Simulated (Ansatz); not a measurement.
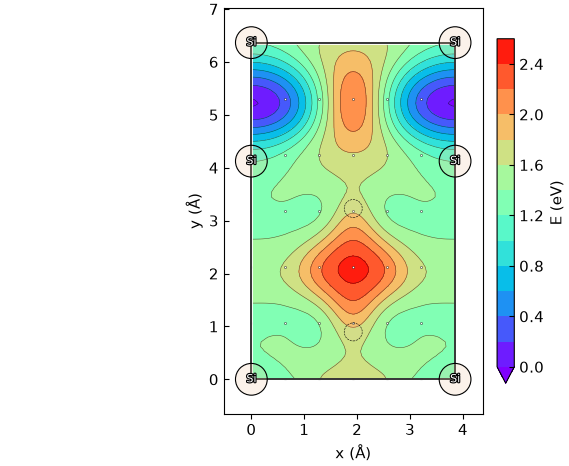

Energy landscape of S on a Si(100) slab cut from the P6_3/mmc phase, its upper half relaxed before the scan (16 atoms of substrate and one adsorbate in a 2 × 1 cell). S is moved over the surface cell; relaxed at each place: the height of the adsorbate's atoms; substrate rigid; the origin of the map has the adsorbate above Si13. Places are given modulo a cell vector. The map is drawn in real space over the plane of the surface. Grid: 6 × 6 points; 24 points were computed and 12 follow by symmetry. Places are given in fractions of the 1 × 1 surface cell. Energies: eV, counted from the lowest grid point. Theory: DFT PBE, scalar-relativistic, plane waves, PAW (Ansatz). Settings: cutoff 420 eV, k-mesh 4×4×1, gaussian smearing 0.05 eV, spin-polarised.

The picture shows filled contours, dots at the grid points, labelled circles for the atoms of the top layer and small ones for the second layer, the outline of one cell of the plane. Between grid points the surface is interpolated. 

> Where are the wells?

The lowest grid point is at (0/6, 5/6) of the cell vectors [nearest 2 Si at 2.18 Å]. The highest grid point, (3/6, 2/6) of the cell vectors [nearest 2 Si at 2.50 Å], lies 2.46 eV above the lowest. At the lowest point the adsorbate has 2 Si at 2.18 Å as nearest neighbours, at the highest 2 Si at 2.50 Å. Its relaxed height above the top atom is 1.87 Å at the lowest and 1.31 Å at the highest point.

Time for the 24 points that were run: 22 min on 4 threads of AMD EPYC 9R45 96-Core Processor (Zen 5), on a shared host.

PAW datasets: the set soft_1.
